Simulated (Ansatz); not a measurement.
# Geometry relaxation, with input and output: GaP

- system: GaP (F-43m, 2 atoms in the cell)
- method: DFT PBE, scalar-relativistic, plane waves, PAW, no spin polarisation (Ansatz 0.2.0)

The structure derives from a Materials Project entry. Figures and captions count atoms from 1; the log counts them from 0 in places.

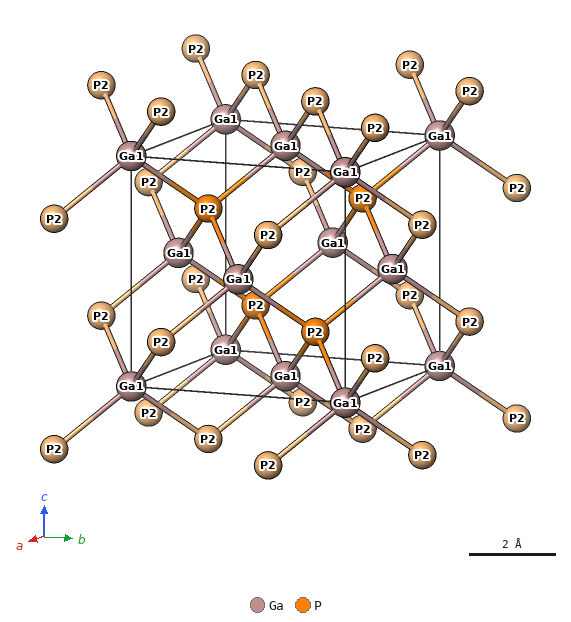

*The starting structure (ball-and-stick view of the cell 4 times as large as that of the calculation, set on its symmetry axes, seen slightly off an axis; neighbours outside the cell are drawn fainter; atoms are numbered from 1 in the order of the input).*

Near neighbours in the crystal (not all of them lie inside the picture): Ga has 4 P at 2.36 Å; P has 4 Ga at 2.36 Å.

## Input
```yaml
crystal:
  lattice:
    - [0.0, 2.72581249, 2.72581249]
    - [2.72581249, 0.0, 2.72581249]
    - [2.72581249, 2.72581249, 0.0]
  atoms:
    - { symbol: Ga, position: [0.0, 0.0, 0.0] }
    - { symbol: P, position: [0.75, 0.75, 0.75] }
basis:
  ecutwfc: 420
kpoints:
  mp_grid: { grid: [8, 8, 8] }
hamiltonian:
  xc: pbe
scf:
  occupations: { method: gaussian, width: 0.02 }
output:
  forces: true
  stress: true
  eigenvalues: true
  write_density: true
  write_potential: true
  elf: true
  volumetric_format: npy
relax:
  adjacent_minimum: "off"
  f_tol: 0.005
  max_steps: 80
  cell: { stress_tol: 0.05 }
```

Launched with:
```bash
ansatz run input.yaml --threads 4 --pin off --max-ram 8192MiB --backend cpu --events-out ev --progress --plain --runs-dir out
```

## Output
```
Engine: ansatz 0.2.0, x86_64-unknown-linux-gnu
Pseudopotentials: kind: paw
Pseudopotential: Ga, paw, valence charge 13, recommended cutoff 420 eV (normal), Ga.paw.azcp
Pseudopotential: P, paw, valence charge 5, recommended cutoff 420 eV (normal), P.paw.azcp
Functional definition: PBE
  parameter kappa = 0.804
  parameter beta = 0.06672455060314922
  exchange = pbe_x(kappa = kappa, mu = beta*pi^2/3)
  correlation = pbe_c(beta = beta)
Crystal: 2 atoms, lattice volume = 40.506 Å³
Basis set: ecut = 420 eV, 749 PW (Γ), exchange–correlation on 54×54×54 points (8 copies of the dense FFT grid, shifted against one another)
Bands: 13, of which v1, the nominal top of the filled ones, is band 9 counted from 1 (8 counted from 0)
Symmetry: 24 space group operations
Space group: F-43m (ITA 216), of the structure as read, at distance tolerance 3.4e-5 Å
k-points: 29 of 512 (time reversal used)
Non-local potential: Ga, projectors of the file, l = 0: 2, l = 1: 2, l = 2: 3, l = 3: 1
Non-local potential: P, projectors of the file, l = 0: 2, l = 1: 2, l = 2: 2
PAW form: soft (Blöchl's): semilocal exchange-correlation on the pseudo side does not see the compensation charge
PAW one-centre angular grid: Ga, 590 points (default); XC on 64 Gauss nodes
PAW one-centre angular grid: P, 110 points (default); XC on 64 Gauss nodes
Initial density: superposition of atomic densities (neutral atoms: chi_scale 0, normalization atom), corrected by the library's trained network
Initial wavefunctions: pseudopotential atomic-orbital guess
Functional: x = pbe(κ = 0.804, μ = 0.2195149727645171), c = pbe(β = 0.06672455060314922)
SCF iter   1: F=—  HF=-4539.549304 eV  |F-HF|=—  |Δ(HF+E_count)|=         —  Δρ=1.57e-3  dr2=1.34e-3  ethr=1.77e-3  ⟨swp⟩=6.6  Hψ=2582  notcnv=0
preconditioner: auto → none  [insulator: Δε(μ)=1.631 eV  Ē_g=15.510 eV  σ=0.020 eV  W_gap=1.00  n_scr=14 (ndim 8)  ℏωp=24.8 eV  f_vac=0.013  D(μ)=0.00/eV (n_scr^D=0)  ε∞_Penn≈3.5]
SCF iter   2: F=—  HF=-4539.548430 eV  |F-HF|=—  |Δ(HF+E_count)|=   8.73e-4  Δρ=1.30e-3  dr2=4.63e-4  ethr=7.43e-6  ⟨swp⟩=2.5  Hψ=1006  notcnv=0
SCF iter   3: F=—  HF=-4539.548228 eV  |F-HF|=—  |Δ(HF+E_count)|=   2.02e-4  Δρ=4.32e-4  dr2=5.75e-5  ethr=2.57e-6  ⟨swp⟩=2.1  Hψ=737  notcnv=0
SCF iter   4: F=—  HF=-4539.548272 eV  |F-HF|=—  |Δ(HF+E_count)|=   4.40e-5  Δρ=1.27e-4  dr2=4.26e-6  ethr=3.20e-7  ⟨swp⟩=2.0  Hψ=642  notcnv=0
SCF iter   5: F=—  HF=-4539.548272 eV  |F-HF|=—  |Δ(HF+E_count)|=   2.20e-7  Δρ=3.18e-5  dr2=4.36e-7  ethr=2.37e-8  ⟨swp⟩=2.0  Hψ=638  notcnv=0
SCF iter   6: F=-4539.548273 eV  HF=-4539.548273 eV  |F-HF|=2.44e-8  |Δ(HF+E_count)|=   4.52e-7  Δρ=1.07e-5  dr2=2.87e-8  ethr=5.56e-10  ⟨swp⟩=11.0  Hψ=2903  notcnv=0
SCF 1 converged in 6 iterations: F = -4539.548273 eV  dr2 = 2.87e-8
  greatest PAW one-centre occupation: 0.994 electrons in one spin orbital (limit 2), on the Ga atom at site 0 (counted from 0), in its partial waves of l = 2
relax step   1: F+E_penalty+E_count = -4539.54827257 eV  Δ(F+E_penalty+E_count) = +0.000e0 eV  max|allowed force component| = 2.405e-16 eV/Å  Δτ_max = 0.0000 Å  P = +2.451 GPa  Ω = 40.506 Å³  (6 SCF iters, dr2 threshold 1.00e-7 eV, accepted)
Crystal: 2 atoms, lattice volume = 41.341 Å³
Basis set: ecut = 420 eV, 869 PW (Γ), exchange–correlation on 54×54×54 points (8 copies of the dense FFT grid, shifted against one another)
Initial density: handed on by an earlier stage of this run
Initial wavefunctions: those handed on with the density
iter 1 solved again at ethr=3.22e-6 eV; its pass at ethr=3.10e-3 eV (dr2=5.79e-4 eV) is discarded
SCF iter   1: F=—  HF=-4539.556388 eV  |F-HF|=—  |Δ(HF+E_count)|=         —  Δρ=1.02e-3  dr2=6.21e-4  ethr=3.22e-6  ⟨swp⟩=2.0  Hψ=2773  notcnv=0
preconditioner: auto → none  [insulator: Δε(μ)=1.603 eV  Ē_g=15.420 eV  σ=0.020 eV  W_gap=1.00  n_scr=14 (ndim 8)  ℏωp=24.5 eV  f_vac=0.013  D(μ)=0.00/eV (n_scr^D=0)  ε∞_Penn≈3.5]
SCF iter   2: F=—  HF=-4539.556279 eV  |F-HF|=—  |Δ(HF+E_count)|=   1.09e-4  Δρ=4.09e-4  dr2=7.20e-5  ethr=3.22e-6  ⟨swp⟩=2.0  Hψ=486  notcnv=0
SCF iter   3: F=—  HF=-4539.556284 eV  |F-HF|=—  |Δ(HF+E_count)|=   5.31e-6  Δρ=1.68e-4  dr2=1.09e-5  ethr=4.00e-7  ⟨swp⟩=3.0  Hψ=664  notcnv=0
SCF iter   4: F=—  HF=-4539.556285 eV  |F-HF|=—  |Δ(HF+E_count)|=   1.26e-6  Δρ=4.32e-5  dr2=5.13e-7  ethr=6.07e-8  ⟨swp⟩=2.0  Hψ=638  notcnv=0
SCF iter   5: F=-4539.556285 eV  HF=-4539.556285 eV  |F-HF|=7.73e-8  |Δ(HF+E_count)|=   6.57e-9  Δρ=1.39e-5  dr2=5.29e-8  ethr=1.11e-9  ⟨swp⟩=11.1  Hψ=3325  notcnv=0
SCF 2 converged in 5 iterations: F = -4539.556285 eV  dr2 = 5.29e-8
  Residual-converged pass: ⟨swp⟩=1.1  Hψ=495  notcnv=0  max |occ|·‖R‖ = 7.0e-9 eV (tolerance 1.0e-8 eV)  dr2=5.29e-8  dr2_onsite=1.67e-9  max |Δocc| = 0.0e0
relax step   2: F+E_penalty+E_count = -4539.55628539 eV  Δ(F+E_penalty+E_count) = -8.013e-3 eV  max|allowed force component| = 6.014e-17 eV/Å  Δτ_max = 0.0000 Å  P = +0.736 GPa  Ω = 41.341 Å³  energy of the carried Pulay correction = -2.136e-4 eV  (5 SCF iters, dr2 threshold 2.00e-7 eV, accepted)
Crystal: 2 atoms, lattice volume = 41.710 Å³
iter 1 solved again at ethr=6.25e-7 eV; its pass at ethr=3.10e-3 eV (dr2=1.12e-4 eV) is discarded
SCF iter   1: F=—  HF=-4539.557093 eV  |F-HF|=—  |Δ(HF+E_count)|=         —  Δρ=4.32e-4  dr2=1.14e-4  ethr=6.25e-7  ⟨swp⟩=2.3  Hψ=2696  notcnv=0
preconditioner: auto → none  [insulator: Δε(μ)=1.580 eV  Ē_g=15.380 eV  σ=0.020 eV  W_gap=1.00  n_scr=14 (ndim 8)  ℏωp=24.4 eV  f_vac=0.013  D(μ)=0.00/eV (n_scr^D=0)  ε∞_Penn≈3.5]
SCF iter   2: F=—  HF=-4539.557074 eV  |F-HF|=—  |Δ(HF+E_count)|=   1.88e-5  Δρ=1.77e-4  dr2=1.35e-5  ethr=6.25e-7  ⟨swp⟩=2.0  Hψ=480  notcnv=0
SCF iter   3: F=—  HF=-4539.557076 eV  |F-HF|=—  |Δ(HF+E_count)|=   2.18e-6  Δρ=6.83e-5  dr2=1.90e-6  ethr=7.49e-8  ⟨swp⟩=2.9  Hψ=664  notcnv=0
SCF iter   4: F=-4539.557077 eV  HF=-4539.557077 eV  |F-HF|=1.19e-7  |Δ(HF+E_count)|=   4.14e-7  Δρ=1.88e-5  dr2=9.45e-8  ethr=1.11e-9  ⟨swp⟩=9.3  Hψ=3240  notcnv=0
SCF 3 converged in 4 iterations: F = -4539.557077 eV  dr2 = 9.45e-8
relax step   3: F+E_penalty+E_count = -4539.55707667 eV  Δ(F+E_penalty+E_count) = -7.913e-4 eV  max|allowed force component| = 8.674e-17 eV/Å  Δτ_max = 0.0000 Å  P = +0.036 GPa  Ω = 41.710 Å³  energy of the carried Pulay correction = -3.066e-4 eV  (4 SCF iters, dr2 threshold 2.00e-7 eV, accepted)
Initial wavefunctions: pseudopotential atomic-orbital guess (no wavefunctions were taken with the density)
iter 1 solved again at ethr=1.15e-6 eV; its pass at ethr=3.10e-3 eV (dr2=2.06e-4 eV) is discarded
SCF iter   1: F=—  HF=-4539.556296 eV  |F-HF|=—  |Δ(HF+E_count)|=         —  Δρ=3.42e-4  dr2=1.13e-6  ethr=1.15e-6  ⟨swp⟩=3.1  Hψ=3446  notcnv=0
preconditioner: auto → none  [insulator: Δε(μ)=1.583 eV  Ē_g=15.379 eV  σ=0.020 eV  W_gap=1.00  n_scr=14 (ndim 8)  ℏωp=24.4 eV  f_vac=0.011  D(μ)=0.00/eV (n_scr^D=0)  ε∞_Penn≈3.5]
SCF iter   2: F=—  HF=-4539.557127 eV  |F-HF|=—  |Δ(HF+E_count)|=   8.31e-4  Δρ=1.73e-4  dr2=4.87e-7  ethr=6.27e-9  ⟨swp⟩=2.2  Hψ=655  notcnv=0
SCF iter   3: F=—  HF=-4539.557352 eV  |F-HF|=—  |Δ(HF+E_count)|=   2.25e-4  Δρ=7.01e-5  dr2=7.66e-8  ethr=2.70e-9  ⟨swp⟩=2.0  Hψ=653  notcnv=0
SCF iter   4: F=—  HF=-4539.557395 eV  |F-HF|=—  |Δ(HF+E_count)|=   4.33e-5  Δρ=3.82e-6  dr2=1.31e-9  ethr=4.25e-10  ⟨swp⟩=2.0  Hψ=644  notcnv=0
SCF iter   5: F=—  HF=-4539.557395 eV  |F-HF|=—  |Δ(HF+E_count)|=   9.20e-8  Δρ=4.45e-7  dr2=6.92e-11  ethr=7.26e-12  ⟨swp⟩=2.1  Hψ=642  notcnv=0
SCF iter   6: F=-4539.557395 eV  HF=-4539.557395 eV  |F-HF|=1.09e-10  |Δ(HF+E_count)|=  2.15e-10  Δρ=1.89e-7  dr2=9.08e-12  ethr=1.00e-12  ⟨swp⟩=6.9  Hψ=2008  notcnv=0
SCF 4 converged in 6 iterations: F = -4539.557395 eV  dr2 = 9.08e-12
relax step   4: F+E_penalty+E_count = -4539.55739522 eV  Δ(F+E_penalty+E_count) = -3.185e-4 eV  max|allowed force component| = 5.667e-17 eV/Å  Δτ_max = 0.0000 Å  P = +0.040 GPa  Ω = 41.710 Å³  stress off target by 3.98e-2 GPa  SCF on the basis re-selected at this cell (its energy is not comparable with the rows above)  (6 SCF iters)
```

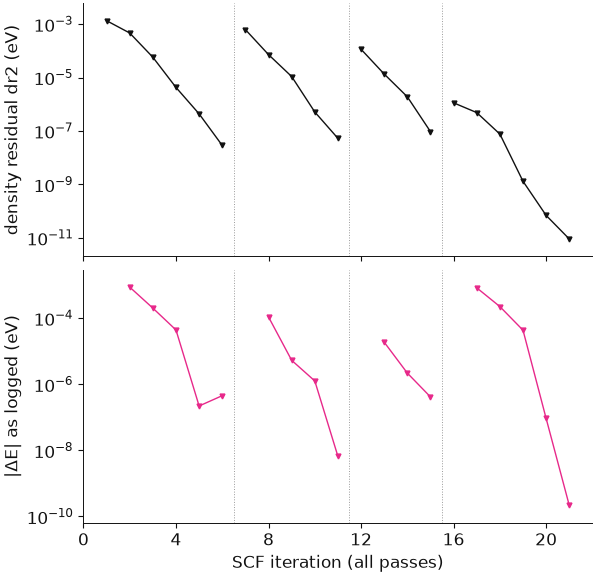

*Convergence of the self-consistent field: density residual dr2 and size of the energy change against the SCF iteration. The dotted lines part the SCF passes of the relaxation: geometry steps, rejected trials and re-solves on a re-selected basis.*

The passes take 6, 5, 4 and 6 iterations.

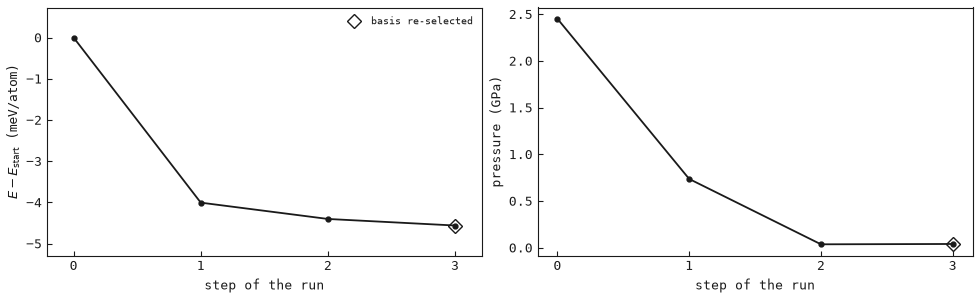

*Progress of the relaxation, step by step (the first geometry is step 0 here and step 1 in the log).*

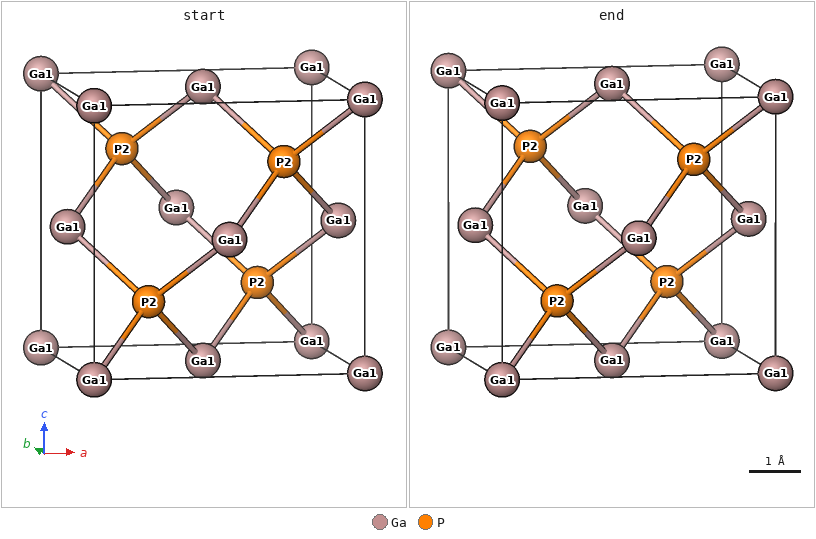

*Before (left) and after (right) the relaxation, at one scale (ball-and-stick view of the cell 4 times as large as that of the calculation, set on its symmetry axes, seen slightly off an axis).*

The energy falls by 4.4 meV per atom in 2 geometry steps. All forces vanish by symmetry, so only the cell relaxes. The pressure goes from 2.45 to 0.04 GPa. No atom moves by more than 0.005 Å relative to the cell. The volume changes by +3.0 %, with a = b = c 5.452 → 5.505 Å (+1.0 %). Among the contacts that change: Ga1–P2 2.361 → 2.384 Å. The space group stays F-43m (No. 216). A last SCF at the same geometry on a re-selected plane-wave basis shifts the energy by −0.2 meV per atom. (Atoms are counted from 1 in the order of the input.)

```
basis re-selected at this cell: Δ(F+E_penalty+E_count) = -3.185e-4 eV, ΔP = +0.003 GPa vs the last step (what re-selecting the basis moved, of the pressure what is left beyond the Pulay correction that the steps carried, after the strain that the cell walked since its last selection, with what the two solves' SCF thresholds leave and, on support functions, any second-order correction that the steps lacked; it is no measure of the basis error at this ecutwfc). This SCF's stress stands 3.98e-2 GPa from its target on what of the cell is left free (relax.cell.stress_tol is 5.00e-2 GPa) and its largest allowed force component is 5.67e-17 eV/Å (relax.f_tol is 5.00e-3 eV/Å): within both
SCF converged after 6 iterations
Free energy (F): -4539.557395 eV
Harris-Foulkes:  -4539.557395 eV  (|F-HF|=1.09e-10)
Internal energy: -4539.557395 eV  (E = F + TS)
E sigma→0 (E₀):  -4539.557395 eV
Fermi energy:    7.504863 eV
--- Per-component energies (eV) ---
  E_band       = -63.679824
  E_kinetic    = 185.390559
  E_local      = -2220.447411  (includes V_loc(G=0)·N_el)
  E_nonlocal   = 458.829239
  E_hartree    = 1025.160461
  E_xc         = -130.312300
  E_vxc        = -118.411546  (∫ρ·V_xc dr)
  E_paw        = -2558.555828  (= ΣΔE_a)
  E_vpaw       = -419.361489  (= ΣTr[D̂ρ^β])
  E_aug_tail   = -0.000086  (compensation charges beyond the density's cutoff)
  E_ewald      = -1299.622029
  E_smearing   = -0.000000  (= −TS)
  E_closure    = 0.000000  (closes the sum)
  Σ components = -4539.557395   (vs F -4539.557395, Δ=0.00e0)
--- Forces (eV/Å), atoms counted from 1 ---
  atom   1  Ga    -0.00000000     0.00000000     0.00000000
  atom   2  P      0.00000000    -0.00000000    -0.00000000
  max |Σ_I F_I| component: 5.32e-17 eV/Å
--- Stress (GPa, compression-positive) ---
        0.039849       0.000000       0.000000
        0.000000       0.039849       0.000000
        0.000000       0.000000       0.039849
  P = ⅓ Tr σ = 0.0398 GPa (0.398 kbar)
--- Band table (eV; the first three rows and the last of 29) ---
  k-point 0: bands = ["-7.7711", "-7.7711", "-7.7711", "-7.6804", "-7.6804", "-5.5576", "6.7134", "6.7134", "6.7134", "8.2960", "10.6054", "10.6054", "10.6054"]
  k-point 1: bands = ["-7.7830", "-7.7668", "-7.7668", "-7.6803", "-7.6803", "-5.3631", "5.0887", "6.4947", "6.4947", "8.9990", "10.9414", "10.9414", "11.1171"]
  k-point 2: bands = ["-7.8098", "-7.7577", "-7.7577", "-7.6791", "-7.6791", "-4.8124", "2.9029", "6.0790", "6.0790", "8.7664", "11.4374", "11.4374", "12.9087"]
  k-point 28: bands = ["-7.8603", "-7.7361", "-7.7165", "-7.6938", "-7.6723", "-2.6468", "0.2926", "3.2782", "3.4357", "11.4079", "11.4452", "12.7273", "12.8635"]
--- Relaxed structure (3 steps of the walk, 3 accepted, 1 SCFs on fresh bases) ---
  F+E_penalty+E_count = -4539.55739522 eV   max|allowed force component| = 5.667e-17 eV/Å   (the final SCF, on the basis selected at the relaxed cell)
  cell:  # Å, volume = 41.7099 Å³
    - [3.0317463595728766e-33, 2.7525584772032454, 2.7525584772032454]
    - [2.7525584772032454, 4.7386959905928984e-33, 2.7525584772032454]
    - [2.7525584772032454, 2.7525584772032454, 3.362945541711089e-33]
  atoms:
    - { symbol: Ga, position: [9.819977368085384e-34, -9.727978329598545e-34, -8.877907213980134e-34] }
    - { symbol: P, position: [0.75, 0.75, 0.75] }
```

## Trajectory as extended XYZ (Å, eV, eV/Å), 4 frames, from step=1 to step=4
```
2
Lattice="0.0000 2.7258 2.7258 2.7258 0.0000 2.7258 2.7258 2.7258 0.0000" Properties=species:S:1:pos:R:3:forces:R:3 step=1 energy=-4539.54827 pressure_GPa=2.45
Ga    0.0000    0.0000    0.0000    0.0000   0.0000   0.0000
P     4.0887    4.0887    4.0887    0.0000   0.0000   0.0000
2
Lattice="0.0000 2.7444 2.7444 2.7444 0.0000 2.7444 2.7444 2.7444 0.0000" Properties=species:S:1:pos:R:3:forces:R:3 step=2 energy=-4539.55628 pressure_GPa=0.74
Ga    0.0000    0.0000    0.0000    0.0000   0.0000   0.0000
P     4.1166    4.1166    4.1166    0.0000   0.0000   0.0000
2
Lattice="0.0000 2.7526 2.7526 2.7526 0.0000 2.7526 2.7526 2.7526 0.0000" Properties=species:S:1:pos:R:3:forces:R:3 step=3 energy=-4539.55708 pressure_GPa=0.04
Ga    0.0000    0.0000    0.0000    0.0000   0.0000   0.0000
P     4.1288    4.1288    4.1288    0.0000   0.0000   0.0000
2
Lattice="0.0000 2.7526 2.7526 2.7526 0.0000 2.7526 2.7526 2.7526 0.0000" Properties=species:S:1:pos:R:3:forces:R:3 step=4 energy=-4539.55739 pressure_GPa=0.04
Ga    0.0000    0.0000    0.0000    0.0000   0.0000   0.0000
P     4.1288    4.1288    4.1288    0.0000   0.0000   0.0000
```

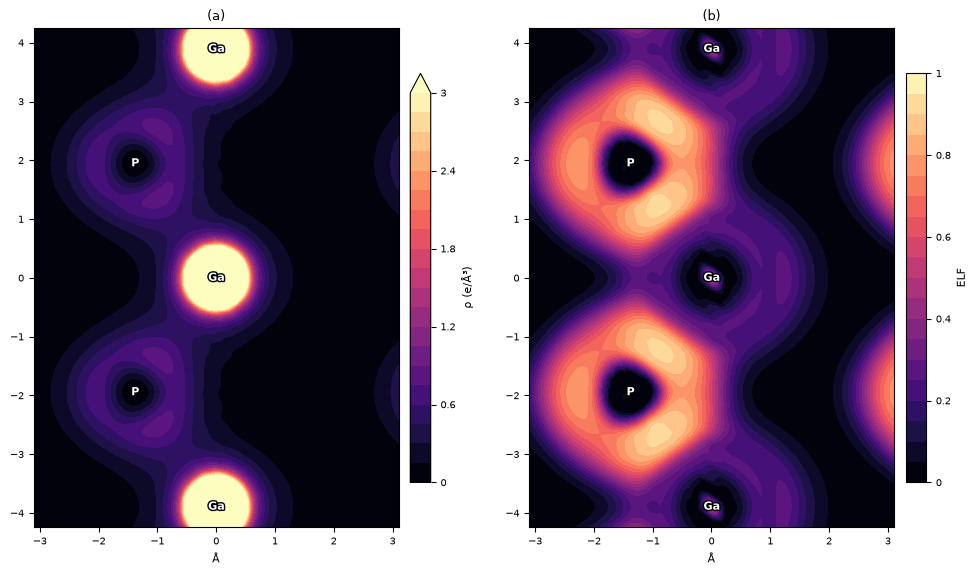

*(a) valence pseudo-density; (b) ELF on the (011) plane of the conventional cell.*

The section cuts through Ga and P sites. Ga–P (2.38 Å): ρ is about 0.53 e/Å³ halfway; the ELF is about 0.75 at the midpoint. Away from the nuclei the density in this plane falls to 0.02 e/Å³ at its lowest. The strong features right at Ga lie inside the PAW spheres (semicore, d or f shells) and say nothing about bonding. In a PAW calculation such maps are meaningful between the atoms, not at the nuclei.

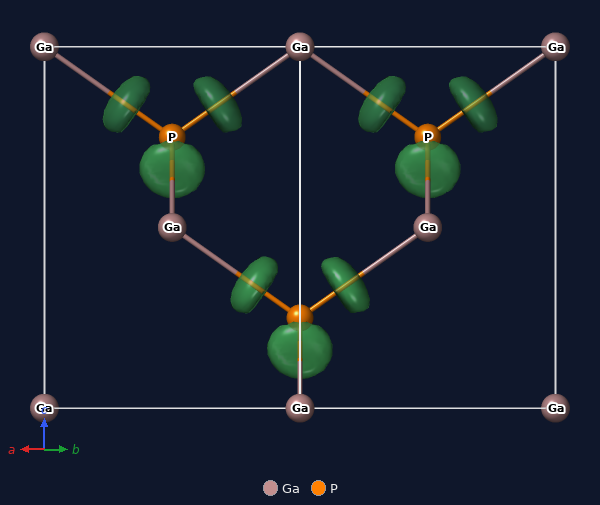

*Isosurface of the ELF at 0.85 (green), seen along [110]. Core shells and regions of very low density are left out. Sticks mark near contacts. The outline is the cell set on symmetry axes.*

Along the contacts the grid gives the following. Ga–P (2.38 Å): the ELF is about 0.75 at the midpoint.

## Key numbers

- outcome: converged
- space group (tolerance 0.01 Å): F-43m (216)
- electrons treated: 18
- free energy: −4539.5574 eV
- Fermi energy: 7.505 eV
- gap on the k-point mesh: 1.58 eV
- pressure: 0.04 GPa
- final volume: 41.71 Å³
- largest force (length of the vector) at the end: under 0.001 eV/Å
- final cell: a = 3.893 Å, b = 3.893 Å, c = 3.893 Å, α = 60.00°, β = 60.00°, γ = 60.00°
- hardware: 4 threads of Intel Xeon @ 2.70GHz, 189 GiB of memory available, shared host
- wall time: 4.7 s (CPU time 15 s)
- peak memory: 0.38 GiB
